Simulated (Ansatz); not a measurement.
System: Ti$_{3}$O, space group P-31c (No. 163), 16 atoms in the cell.

```xyz
16
Lattice="5.1329 0.0000 0.0000 -2.5664 4.4452 0.0000 0.0000 0.0000 9.4684" Properties=species:S:1:pos:R:3 pbc="T T T"
Ti   -0.8694    4.4743    1.1116
Ti   -0.8737    1.4551    1.1116
Ti    1.7431    2.9610    1.1116
Ti   -1.7431    2.9610    3.6225
Ti    0.8694    4.4743    3.6225
Ti    0.8737    1.4551    3.6225
Ti    3.4358   -0.0291    8.3567
Ti    3.4402    2.9901    8.3567
Ti    0.8233    1.4842    8.3567
Ti    4.3096    1.4842    5.8458
Ti    1.6970   -0.0291    5.8458
Ti    1.6927    2.9901    5.8458
O     2.5664    1.4817    2.3671
O     0.0000    2.9635    7.1013
O     0.0000    0.0000    2.3671
O     0.0000    0.0000    7.1013
```

Method: DFT r2SCAN, scalar-relativistic, plane waves, PAW, no spin polarisation, 12×12×4 k mesh, 500 eV cutoff (Ansatz 0.2.0).

Predict the main features of the band structure and density of states. The path is Γ–M–K–Γ–A–L–H–A|L–M|H–K–H2.

A metal: bands cross the Fermi level along this path. The first band beyond the electron count dips to 0.15 eV below the Fermi level between K and H2, under the top of the band before it between Γ and M: an overlap of 0.18 eV. The holes that balance these electrons are too few to show here, so the Fermi level is uncertain on this mesh. At K the nearest levels lie 0.69 eV below and 0.09 eV above the Fermi level. The density of states at the Fermi level is about 7.4 per eV and cell (mean within 0.25 eV), or 0.46 per atom.

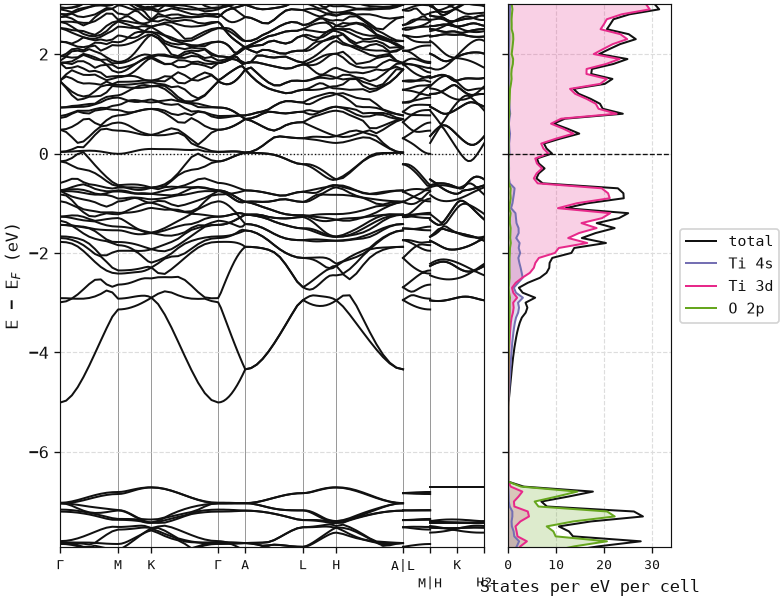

Band structure and density of states. Energies are counted from the Fermi level. The partial curves are projected on Löwdin-orthogonalised atomic shells.
